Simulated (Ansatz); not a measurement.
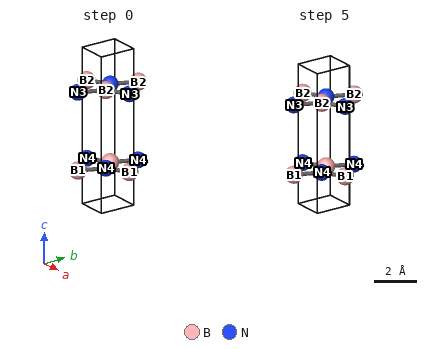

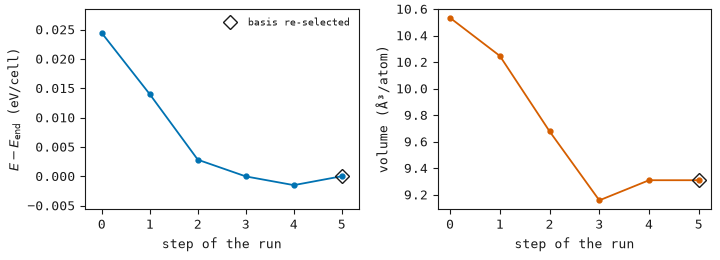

First and last geometry of a relaxation of a crystal of BN (set up in P6_3/mmc), with the history of the run. The picture is a ball-and-stick view of the cell of the calculation, seen slightly off an axis.

Level of theory: Ansatz 0.2.0, DFT r2SCAN, scalar-relativistic, plane waves, PAW.

Input
```yaml
crystal:
  lattice:
    - [2.5124282281, 0.0, 0.0]
    - [-1.2562141141, 2.1758266707, 0.0]
    - [0.0, 0.0, 7.707265]
  atoms:
    - { symbol: B, position: [0.33333333, 0.66666667, 0.25] }
    - { symbol: B, position: [0.66666667, 0.33333333, 0.75] }
    - { symbol: "N", position: [0.33333333, 0.66666667, 0.75] }
    - { symbol: "N", position: [0.66666667, 0.33333333, 0.25] }
basis:
  ecutwfc: 500
kpoints:
  mp_grid: { grid: [12, 12, 4] }
hamiltonian:
  xc: r2scan
scf:
  occupations: { method: gaussian, width: 0.02 }
output:
  forces: true
  stress: true
  eigenvalues: true
relax:
  adjacent_minimum: "off"
  f_tol: 0.005
  max_steps: 80
  cell: { stress_tol: 0.05 }
```

Launched with:
```bash
ansatz run input.yaml --threads 1 --pin off --max-ram 2560MiB --backend cpu --events-out ev --progress --plain --runs-dir out
```

Did the run converge, and what did it change?

It converged. No atom moves by more than 0.005 Å relative to the cell. Cell: a = b 2.512 → 2.501 Å (−0.5 %), c 7.707 → 6.874 Å (−10.8 %). Volume −11.6 %. Some distances before and after: B1–N4 1.451 → 1.444 Å. The space group stays P6_3/mmc (No. 194). Over 4 accepted moves (5 points after the start) the energy falls by 24.4 meV per cell of the calculation. All forces vanish by symmetry, so only the cell relaxes. The pressure goes from −3.25 to 0.00 GPa. The SCF was repeated once at an unchanged geometry on a basis and grid sized afresh for the cell, which shifted the energy by 1.5 meV per cell of the calculation at most. Cost: 26 s on 1 thread of Oxide Virtual Turin-like Processor (Zen 5), on a shared host, peak memory 0.48 GiB.

```json
{"step": "0", "E − E(0), meV/atom": "0.00", "pressure, GPa": "-3.25", "volume, Å³/atom": "10.533", "note": ""}
{"step": "1", "E − E(0), meV/atom": "-2.61", "pressure, GPa": "-1.37", "volume, Å³/atom": "10.246", "note": ""}
{"step": "2", "E − E(0), meV/atom": "-5.40", "pressure, GPa": "0.82", "volume, Å³/atom": "9.677", "note": ""}
{"step": "3", "E − E(0), meV/atom": "-6.11", "pressure, GPa": "1.72", "volume, Å³/atom": "9.157", "note": ""}
{"step": "4", "E − E(0), meV/atom": "-6.48", "pressure, GPa": "-0.01", "volume, Å³/atom": "9.309", "note": ""}
{"step": "5", "E − E(0), meV/atom": "-6.10", "pressure, GPa": "0.00", "volume, Å³/atom": "9.309", "note": "same geometry, new basis"}
```

Limits of the set-up: layers or molecules are held without a dispersion correction, so their spacing is unreliable.
